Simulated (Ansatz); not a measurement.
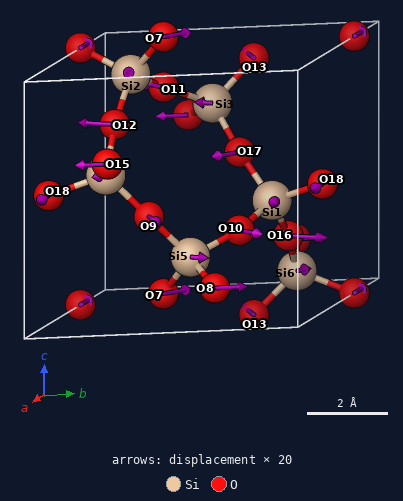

A relaxation of crystalline SiO$_{2}$ (set up in P6_522). The starting structure is drawn; purple arrows show the displacements (the part carried along by the change of the cell is left out), magnified 20 times.

A ball-and-stick model of the cell of the calculation, seen slightly off an axis.

Case: volume × 0.88, shape and atoms relaxed.

All numbers below come from DFT LDA, scalar-relativistic, plane waves, PAW in Ansatz 0.2.0.

Input file:
```yaml
crystal:
  lattice:
    - [7.0520335916, 0.0, 0.0]
    - [-3.5260167958, 6.1072402387, 0.0]
    - [0.0, 0.0, 6.550218701]
  atoms:
    - { symbol: Si, position: [0.5391765651, 0.7695882826, 0.4166666667] }
    - { symbol: Si, position: [0.4608234349, 0.2304117174, 0.9166666667] }
    - { symbol: Si, position: [0.2304117174, 0.4608234349, 0.75] }
    - { symbol: Si, position: [0.7695882826, 0.2304117174, 0.5833333333] }
    - { symbol: Si, position: [0.7695882826, 0.5391765651, 0.25] }
    - { symbol: Si, position: [0.2304117174, 0.7695882826, 0.0833333333] }
    - { symbol: O, position: [0.6074741742, 0.3925258258, 0.0833333333] }
    - { symbol: O, position: [0.0, 0.6963860208, 0.1666666667] }
    - { symbol: O, position: [0.7850516516, 0.3925258258, 0.4166666667] }
    - { symbol: O, position: [0.6963860208, 0.6963860208, 0.3333333333] }
    - { symbol: O, position: [0.3036139792, 0.3036139792, 0.8333333333] }
    - { symbol: O, position: [0.6074741742, 0.2149483484, 0.75] }
    - { symbol: O, position: [0.2149483484, 0.6074741742, 0.9166666667] }
    - { symbol: O, position: [0.3036139792, 0.0, 0.0] }
    - { symbol: O, position: [0.0, 0.3036139792, 0.6666666667] }
    - { symbol: O, position: [0.3925258258, 0.7850516516, 0.25] }
    - { symbol: O, position: [0.3925258258, 0.6074741742, 0.5833333333] }
    - { symbol: O, position: [0.6963860208, 0.0, 0.5] }
basis:
  ecutwfc: 420
kpoints:
  mp_grid: { grid: [6, 6, 4] }
hamiltonian:
  xc: lda
scf:
  occupations: { method: gaussian, width: 0.02 }
output:
  forces: true
  stress: true
  eigenvalues: true
relax:
  adjacent_minimum: "off"
  f_tol: 0.01
  max_steps: 30
  cell: { stress_tol: 0.1, fix: [volume] }
```

Run as
```bash
ansatz run input.yaml --threads 4 --pin off --max-ram 10240MiB --backend cpu --events-out ev --progress --plain --runs-dir out
```

Which element moves most?

Oxygen: up to 0.050 Å, against 0.025 Å for silicon.

What did the optimiser do to the structure, and how much energy did it gain?

Over 5 accepted moves (7 points after the start) the energy falls by 65.5 meV per cell of the calculation. Largest force component: 0.25 eV/Å at the start, 0.0016 eV/Å at the end. The pressure goes from 20.82 to 18.51 GPa. The SCF was repeated twice at an unchanged geometry on a basis and grid sized afresh for the cell, which shifted the energy by 6.3 meV per cell of the calculation at most. The largest moves relative to the cell, 0.050 Å, are those of O7, O9, O12, O13, O16 and O17. O16 goes along [1 2 0]. By element the largest moves are O 0.050 Å, Si 0.025 Å. The drawn cell changes at constant volume: a = b 7.052 → 7.153 Å (+1.4 %), c 6.550 → 6.367 Å (−2.8 %). Some distances before and after: Si1–O10 1.538 → 1.545 Å. Bond angles that change, for instance: O7–Si2–O14 113.2° → 116.1°, Si2–O7–Si5 173.0° → 170.1°, O11–Si2–O14 102.8° → 100.6°. The space group stays P6_522 (No. 179). Cost: 2.3 min on 4 threads of Intel(R) Xeon(R) Processor @ 2.50GHz (Skylake/Cascade Lake) (shared host), peak memory 0.85 GiB.
